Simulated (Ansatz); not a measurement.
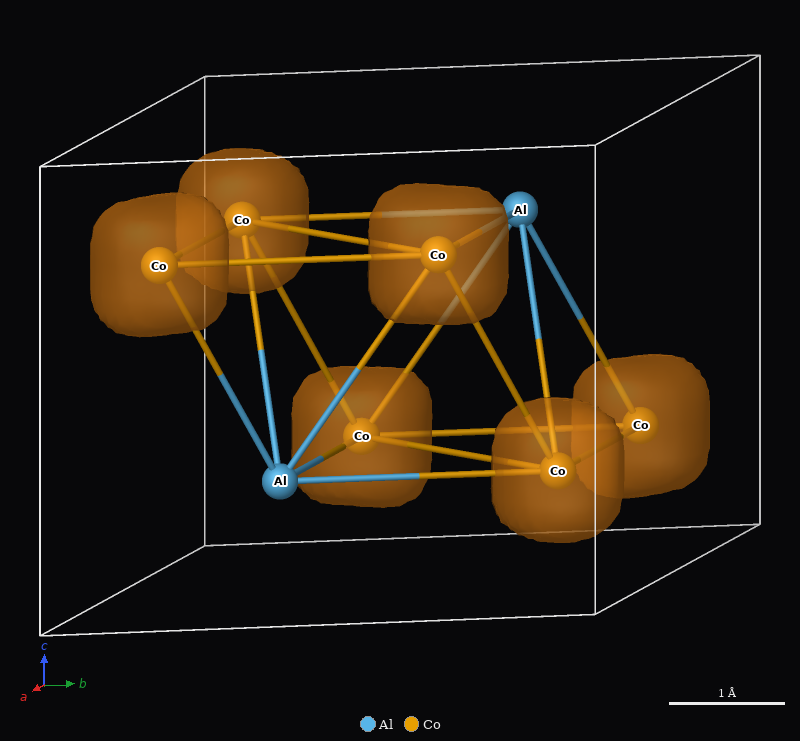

*AlCo$_{3}$. Isosurfaces of the spin density at +0.3 (orange) and −0.3 e/Å³ (purple), seen slightly off an axis. Sticks mark near contacts.*

Space group P6₃/mmc; a structure from a database of computed crystals, not necessarily the ambient phase; spin-polarised.

These are results of DFT r2SCAN, scalar-relativistic, plane waves, PAW in Ansatz, not measurements.

```
CELL_PARAMETERS angstrom
4.99131 0.00000 0.00000
-2.49566 4.32260 0.00000
0.00000 0.00000 4.16456
ATOMIC_POSITIONS crystal
Al 0.66667 0.33333 0.25000
Al 0.33333 0.66667 0.75000
Co 0.16585 0.33169 0.25000
Co 0.66831 0.83415 0.25000
Co 0.16585 0.83415 0.25000
Co 0.83415 0.66831 0.75000
Co 0.33169 0.16585 0.75000
Co 0.83415 0.16585 0.75000
```

Q: Which atoms carry the moments, and with what signs?

A: The spin density sits on Co: +1.6 μB (×6) in one cell of 8 atoms, with smaller moments on other sites: Al (up to −0.09 μB): parallel moments (a ferromagnetic arrangement) in this solution. The cell of the calculation (8 atoms) carries 8.8 μB of net spin moment. Only one sign reaches the isovalue.
